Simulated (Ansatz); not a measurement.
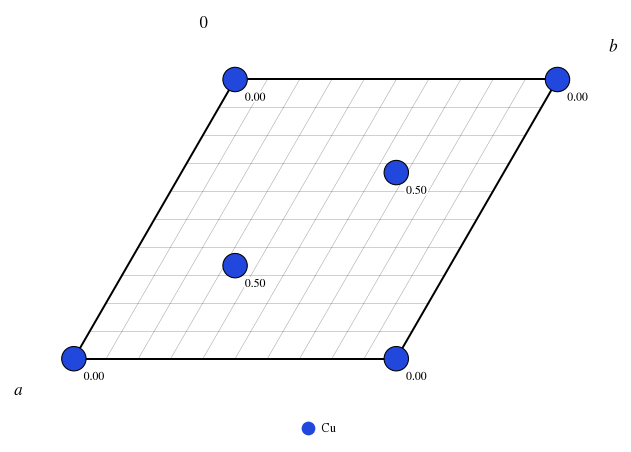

Plan of a unit cell projected along c (a down the page, b across); the numbers are heights as fractions of c, and atoms on the cell's edges are repeated. The grid marks tenths of a and b. Source: the input geometry of an electronic-structure calculation (not necessarily at equilibrium); the starting structure was generated, so it need not be a known form of this composition. Symmetry computed with spglib at a tolerance of 0.002 Å; standard conventional cell.

a = 3.998 Å, b = 3.998 Å, c = 2.400 Å, α = 90.00°, β = 90.00°, γ = 120.00°.

Question: What does the cell contain?

Answer: 3 Cu: Cu, Z = 3.

Question: Which space group?

Answer: P6/mmm (No. 191), primitive hexagonal.

Question: Give the independent sites, coordinates to two places.

Answer:
| atom | site | symmetry | x | y | z |
| --- | --- | --- | --- | --- | --- |
| Cu | 1a | 6/mmm | 0.00 | 0.00 | 0.00 |
| Cu | 2d | -6m2 | 0.33 | 0.67 | 0.50 |
